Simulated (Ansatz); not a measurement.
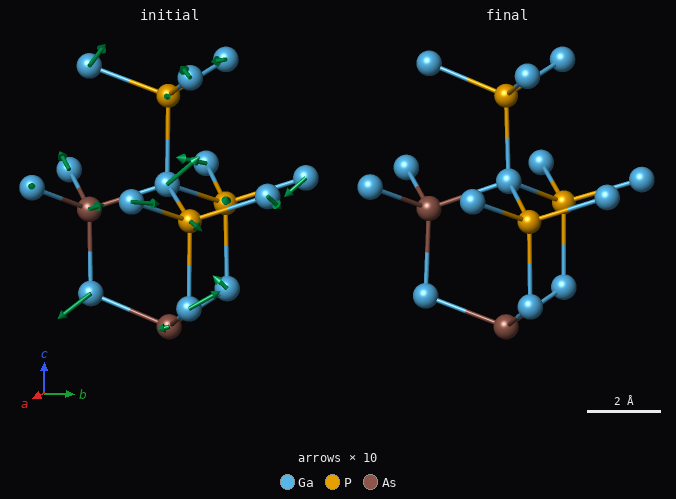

The structure of a crystal of Ga48P27As21 (a generated structure, set up in P1) before (left) and after (right) a relaxation, at one scale. The green arrows give the displacements, 10 times their true length.

The picture is a ball-and-stick view of the atoms within 4.2 Å of the atom that moves most (axes of the cell of the calculation), seen slightly off an axis.

Level of theory: DFT, PBEsol, PAW, plane waves (Ansatz). (plane-wave cutoff 420 eV; k-point mesh 1 × 1 × 1; mesh shifted by (0.25, 0.25, 0.25); no spin polarisation; cell relaxed at fixed alpha, beta, gamma; force threshold 0.03 eV/Å; at most 80 steps)

What changed between the two?

Over 5 geometry steps the energy falls by 18.5 meV per atom. Largest force component: 1.3 eV/Å at the start, 0.0041 eV/Å at the end. The pressure goes from 0.19 to 0.00 GPa. The largest moves relative to the cell, 0.13 Å, are those of Ga atoms. Largest moves by element: Ga 0.13 Å, P 0.10 Å, As 0.08 Å. The drawn cell changes as follows: a 11.706 → 11.686 Å (−0.2 %), b 13.516 → 13.514 Å (0.0 %), c 12.856 → 12.863 Å (+0.1 %); the volume changes by −0.1 %. Some distances before and after: Ga–P 2.478 → 2.386 Å, As–Ga 2.352 → 2.441 Å, Ga–P 2.443 → 2.356 Å, Ga–P 2.413 → 2.356 Å. Among the angles between lasting bonds that change: P–Ga–P 107.0° → 112.1°, P–Ga–As 111.6° → 107.2°, Ga–P–Ga 107.8° → 112.1°. The space group stays P1 (No. 1).
